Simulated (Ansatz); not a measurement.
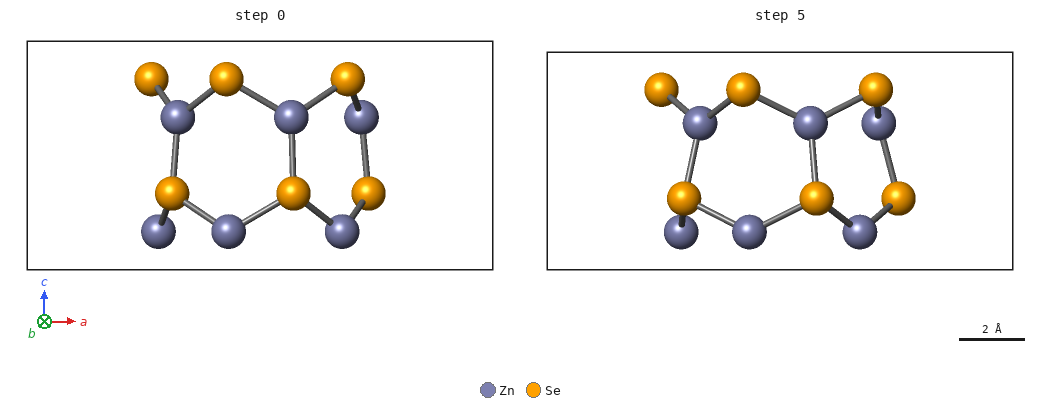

The structure of a wire of composition ZnSe before (left) and after (right) a relaxation, at one scale.

A ball-and-stick model of the cell of the calculation, with the vacuum cut short, seen along the b axis.

Case: (5,0) tube.

Method: DFT PBE, scalar-relativistic, plane waves, PAW (Ansatz). (plane-wave cutoff 420 eV; k-point mesh 1 × 1 × 7; occupations gaussian; smearing width 0.05 eV; no spin polarisation; cell relaxed at fixed a, b, alpha, beta, gamma; force threshold 0.02 eV/Å; at most 45 steps)

Q: Summarise the run.

A: The largest moves relative to the centre of the atoms, 0.31 Å, are those of Se atoms. By element the largest moves are Se 0.31 Å, Zn 0.09 Å. Along the periodic axis the drawn cell goes c 7.083 → 6.741 Å (−4.8 %). Near-neighbour distances that change, for instance: Se–Zn 2.341 → 2.397 Å, Se–Zn 2.371 → 2.410 Å. Among the angles between lasting bonds that change: Se–Zn–Se 115.2° → 128.4°, Zn–Se–Zn 118.0° → 107.0°, Zn–Se–Zn 104.3° → 97.3°. Over 4 accepted moves (5 points after the start) the energy falls by 1.941 eV per cell of the calculation. Largest force component: 1 eV/Å at the start, 0.0066 eV/Å at the end. The SCF was repeated once at an unchanged geometry on a basis and grid sized afresh for the cell, which shifted the energy by 6.7 meV per cell of the calculation at most. The run took 7.9 min on 4 threads of Arm Neoverse V1, on a shared host, peak memory 4.4 GiB.
